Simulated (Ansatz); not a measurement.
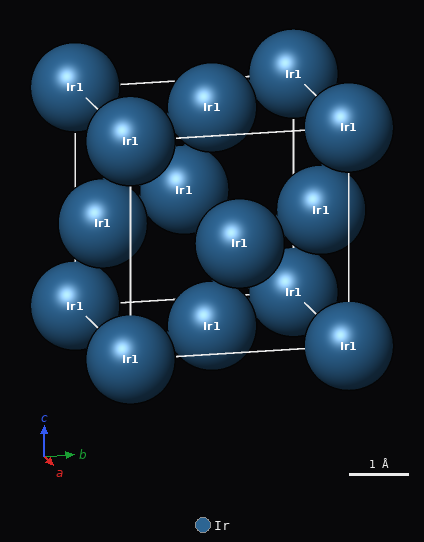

Fig. 1: The input geometry (spheres-only view of the cell 4 times as large as that of the calculation, set on its symmetry axes, seen slightly off an axis; atoms are numbered from 1 in the order of the input). An atom can appear more than once, as a periodic image.

Run report: Ir, single-point calculation

- system: Ir (1 atom in the cell)
- method: DFT, PBEsol, all-electron datasets made for the crystal, spin-polarised (Ansatz 0.2.0)

Some settings of this run were made unusual or wrong on purpose. Figures and captions count atoms from 1; the log counts them from 0 in places.

## The input
```yaml
crystal:
  lattice:
    - [0.0, 1.9158328124, 1.9158328124]
    - [1.9158328124, 0.0, 1.9158328124]
    - [1.9158328124, 1.9158328124, 0.0]
  atoms:
    - { symbol: Ir, position: [0.0, 0.0, 0.0] }
kpoints:
  mp_grid: { grid: [19, 19, 19] }
scf:
  occupations: { method: fermi_dirac, width: 0.1 }
  max_iter: 75
hamiltonian:
  xc: pbesol
  pseudopotentials: { kind: all_electron, datasets: crystal }
output:
  forces: true
  stress: true
  eigenvalues: true
magnetization:
  spin_polarized: true
  initial_magnetization: 1
```

Launched with:
```bash
ansatz run input.yaml --threads 1 --pin off --max-ram 2048MiB --backend cpu --events-out ev --progress --plain --runs-dir out
```

## The program's output
```
hamiltonian.pseudopotentials.datasets: crystal makes datasets for this crystal and solves the spheres of its atoms anew in each pass: cutoff 300.0 eV, the density's 1200.0 eV; recipe f5cc85814a5f.33, for an error of 0.50 meV an atom under PBE, 0.5 meV for the cell; an energy difference from a run of another recipe may be off by several times the error for the cell, under r2SCAN by more, where some 0.1 meV an atom stays at smaller errors; Ir in spheres of 1.355 Å, 17 of its electrons in bands
Engine: ansatz 0.2.0, aarch64-unknown-linux-gnu
Pseudopotentials: kind: all_electron
Pseudopotential: Ir, paw, valence charge 17, recommended cutoff 300 eV (normal), crystal/all_electron/pbesol/scalar/gaussian/Ir, Koelling and Harmon's equation, gaussian nucleus
Functional definition: PBEsol
  exchange = pbesol_x
  correlation = pbesol_c
a search for the magnetic state begins, with frozen cores and fixed partial waves. It gives no result and prints no iterations
the search for the magnetic state of this step took 9 SCF iterations with frozen cores. It stayed in its first state, in which the spheres begin
Crystal: 1 atoms, lattice volume = 14.064 Å³
Basis set: ecut = 300 eV, 169 PW (Γ), exchange–correlation on 32×32×32 points (8 copies of the dense FFT grid, shifted against one another)
Bands: 13, of which v1, the nominal top of the filled ones, is band 9 counted from 1 (8 counted from 0)
Symmetry: 48 space group operations
Space group: Fm-3m (ITA 225), of the structure as read, at distance tolerance 2.4e-5 Å
Magnetic group: BNS 225.116 (UNI 1618), of the structure as read, at distance tolerance 2.4e-5 Å
k-points: 220 of 6859
Non-local potential: Ir, projectors of the file, l = 0: 2, l = 1: 2, l = 2: 2
PAW form: soft (Blöchl's): semilocal exchange-correlation on the pseudo side does not see the compensation charge
PAW one-centre angular grid: Ir, 590 points (default); XC on its mesh's 1813 points in the sphere
Initial density: read from a saved state, or passed on in memory by an earlier SCF of this step, an earlier step, the calling program or the single point that the run made first
Starting moments: Σ|m| = 1 μB on 1 of 1 site; this step starts from the density that it was given
Initial wavefunctions: pseudopotential atomic-orbital guess
Functional: x = pbesol(κ = 0.804, μ = 0.12345679012345678), c = pbesol(β = 0.046)
iter 1 solved again at ethr=4.99e-6 eV; its pass at ethr=1.00e-1 eV (dr2=8.48e-4 eV) is discarded
SCF iter   1: F=—  HF=-484889.734629 eV  |F-HF|=—  |Δ(HF+E_count)|=         —  Δρ=4.77e-3 (↑4.77e-3 ↓4.77e-3)  dr2=2.58e-3  dr2_m=2.80e-13  M=0.000 μB ∫|m|=0.000 μB  β_m=0.30  ethr=4.99e-6  ⟨swp⟩=4.1  Hψ=36672  notcnv=0
preconditioner: auto → none  [metal: Δε(μ)=0.019 eV  Ē_g=14.452 eV  σ=0.100 eV  W_gap=0.05  n_scr=0 (ndim 8)  ℏωp=29.7 eV  f_vac=0.000  D(μ)=1.09/eV (n_scr^D=14)]
SCF iter   2: F=—  HF=-484889.735012 eV  |F-HF|=—  |Δ(HF+E_count)|=   3.83e-4  Δρ=3.17e-3 (↑3.17e-3 ↓3.17e-3)  dr2=7.60e-4  dr2_m=1.63e-13  M=0.000 μB ∫|m|=0.000 μB  β_m=0.64  ethr=4.99e-6  ⟨swp⟩=2.0  Hψ=9740  notcnv=0
iter 3 solved again at ethr=6.29e-8 eV; its pass at ethr=4.47e-6 eV (dr2=1.07e-5 eV) is discarded
SCF iter   3: F=—  HF=-484889.737602 eV  |F-HF|=—  |Δ(HF+E_count)|=   2.59e-3  Δρ=1.70e-4 (↑1.70e-4 ↓1.70e-4)  dr2=9.70e-6  dr2_m=5.27e-15  M=0.000 μB ∫|m|=0.000 μB  β_m=0.64  ethr=6.29e-8  ⟨swp⟩=2.7  Hψ=22934  notcnv=0
eigensolver tolerance schedule: the retry pair's looser diagonalisation over-reported the residual by 0.10 of it (diagonalisation noise at 0.10 of the residual, at the tolerance the schedule requests for it); recorded, not acted on — ethr = c·dr2/N_el stays at c = 1.0e-1
SCF iter   4: F=—  HF=-484889.737433 eV  |F-HF|=—  |Δ(HF+E_count)|=   1.69e-4  Δρ=1.34e-4 (↑1.34e-4 ↓1.34e-4)  dr2=8.31e-6  dr2_m=1.97e-15  M=0.000 μB ∫|m|=0.000 μB  β_m=0.69  ethr=5.70e-8  ⟨swp⟩=3.0  Hψ=13732  notcnv=0
SCF iter   5: F=—  HF=-484889.737421 eV  |F-HF|=—  |Δ(HF+E_count)|=   1.20e-5  Δρ=4.16e-5 (↑4.16e-5 ↓4.16e-5)  dr2=8.63e-7  dr2_m=5.33e-16  M=0.000 μB ∫|m|=0.000 μB  β_m=0.68  ethr=4.89e-8  ⟨swp⟩=3.0  Hψ=11584  notcnv=0
SCF iter   6: F=-484889.737419 eV  HF=-484889.737419 eV  |F-HF|=1.04e-8  |Δ(HF+E_count)|=   1.50e-6  Δρ=5.46e-6 (↑5.46e-6 ↓5.46e-6)  dr2=1.25e-8  dr2_m=1.82e-16  M=0.000 μB ∫|m|=0.000 μB  ethr=5.07e-9  ⟨swp⟩=3.0  Hψ=11304  notcnv=0
SCF 1 converged in 6 iterations: F = -484889.737425 eV  dr2 = 1.25e-8
  Residual-converged pass: ⟨swp⟩=2.2  Hψ=9586  notcnv=0  max |occ|·‖R‖ = 3.7e-6 eV (tolerance 3.7e-6 eV)  dr2=1.22e-8  dr2_m=1.82e-16  dr2_onsite=1.28e-8  max |Δocc| = 2.4e-9
  greatest PAW one-centre occupation: 0.999 electrons in one spin orbital (limit 2), on the Ir atom at site 0 (counted from 0), in its partial waves of l = 0
WARN: the starting moments were not kept: the SCF closed with an absolute magnetisation of 6.2e-9 μB, where they sum to 1 μB in size (1 site). That is at most 0.1 of that sum. Measured as dr2_m measures the in/out step, that magnetisation stands 2.0e-17 eV from none, at or under the dr2_threshold of 3.1e-8 eV: it is no larger than a step whose dr2_m would equal this threshold. The system may hold no moment; this SCF shows only that its start led to no more than that. This SCF took its magnetisation from a saved state (the deck's checkpoint.read, a session's seed or a resume), or from the single point or search that the run made first, and not from the starting moments. Where the run's atoms have moved since that state, how it is taken is a key of its own (checkpoint.density_extrapolation: follow_atoms, where typed, takes the whole of its magnetisation to them with its atoms, but for some exceptions; the density_extrapolation keyword of a session's seed is the same key). To be rid of a resumed run's state, run its deck in a fresh run directory. To be rid of the state of a single point that the run made first, give starting moments in the input or, where a deck that gives them still makes one, type scf.lower_state_search: off. To try another start, run it without that state. A second SCF, from the converged charge density, with the starting moments and any scf.initial_density.shell_occupations laid on it anew, would have followed, and was not run: the deck does not ask for one (magnetization.retry_lost_moments is false, the default). To let it run, set magnetization.retry_lost_moments: true and run the deck again, where that key's refused combinations let it; where memory then withholds it, that run's warning says so.
SCF converged after 6 iterations
Magnetization: 0.0000 μB (8.5000 up, 8.5000 down)
Absolute magnetization: 0.0000 μB (∫|ρ↑−ρ↓|)
Spin contamination: -0.0099 ħ² per cell (⟨S²⟩ above its minimum at these occupations)
Per-site moments (μB) at R_I (Å): [(5.4711027270638106e-9, 1.117626157945881)]
Free energy (F): -484889.737425 eV
Harris-Foulkes:  -484889.737425 eV  (|F-HF|=1.04e-8)
Internal energy: -484889.703014 eV  (E = F + TS)
E sigma→0 (E₀):  -484889.720220 eV
Entropy (-TS):   -0.034411 eV (-34.411 meV/atom)
Past the cutoff: the bands carry plane waves up to 1.75 times it, of which those up to 1.5 times it add -0.000349 eV an atom, each by itself; the spheres take 0.000260 eV an atom off the energy for waves past 1.75 times it
By the cutoff:   a pressure is off by up to 0.007 GPa (1.2 times the spheres' own share and the shells' term, over an atom's volume, and 0.004 GPa: a bound that held against runs at twice the plane waves)
Past the cutoffs: a stress includes 0.0018 GPa for waves and charges beyond them, in addition to the slope of what the spheres take
In the spheres:  the bands' charges fall short by 3.0e-7 e at most (sound up to 1e-3)
Fermi energy:    32.040574 eV
--- Per-component energies (eV) ---
  E_band       = 23.000752
  E_kinetic    = 257.134306
  E_local      = -727.192084  (includes V_loc(G=0)·N_el)
  E_nonlocal   = 119.283672
  E_hartree    = 438.967371
  E_xc         = -90.481904
  E_vxc        = -116.585589  (∫ρ·V_xc dr)
  E_paw        = -487178.781738  (= ΣΔE_a)
  E_vpaw       = -5168.711099  (= ΣTr[D̂ρ^β])
  E_ewald      = -2489.764782
  E_smearing   = -0.034411  (= −TS)
  E_closure    = 4781.132144  (closes the sum)
  Σ components = -484889.737425   (vs F -484889.737425, Δ=0.00e0)
  The terms above E_closure are by the made datasets' own strengths, without shells solved beside the bands.
--- Forces (eV/Å), atoms counted from 1 ---
  atom   1  Ir    -0.00000000     0.00000000    -0.00000000
  max |Σ_I F_I| component: 5.96e-32 eV/Å
--- Stress (GPa, compression-positive) ---
       -0.044288       0.000000      -0.000000
        0.000000      -0.044288      -0.000000
        0.000000      -0.000000      -0.044288
  P = ⅓ Tr σ = -0.0443 GPa (-0.443 kbar)
--- Band table (eV; the first three rows and the last of 440) ---
  k-point 0 ↑: bands = ["-60.8573", "-17.2966", "-17.2966", "-17.2966", "20.8196", "28.1240", "28.1240", "28.1240", "30.8652", "30.8652", "45.6040"]
  k-point 1 ↑: bands = ["-60.8554", "-17.3195", "-17.2997", "-17.2997", "20.9447", "28.0554", "28.1784", "28.1784", "30.8285", "30.8285", "45.8229"]
  k-point 2 ↑: bands = ["-60.8501", "-17.3852", "-17.3087", "-17.3087", "21.3084", "27.8765", "28.3234", "28.3234", "30.7447", "30.7447", "46.4313"]
  k-point 219 ↓: bands = ["-60.7671", "-17.8479", "-17.8170", "-17.5984", "25.7206", "26.8487", "27.3771", "30.2656", "33.5007", "39.7933", "40.8918"]
```

## What the run reported

| quantity | value |
| --- | --- |
| outcome | converged |
| space group (tolerance 0.01 Å) | Fm-3m (225) |
| electrons in bands (core shells apart) | 17 |
| free energy | −484889.7374 eV |
| Fermi energy | 32.041 eV |
| net moment of the cell | 0.00 μB |
| integrated absolute moment | 0.00 μB |
| pressure | −0.04 GPa |
| largest force (length of the vector) | under 0.001 eV/Å |
| hardware | 1 thread of Arm Neoverse V1, 24 GiB of memory available, shared host |
| wall time | 54 s |
| peak memory | 0.73 GiB |

## Remarks

A setting was made wrong on purpose: an impossible spin (`magnetization`). It did no harm here: the run converged to the energy of the sound run within 1 meV per atom. Warnings of the run: some starting moments were not kept.
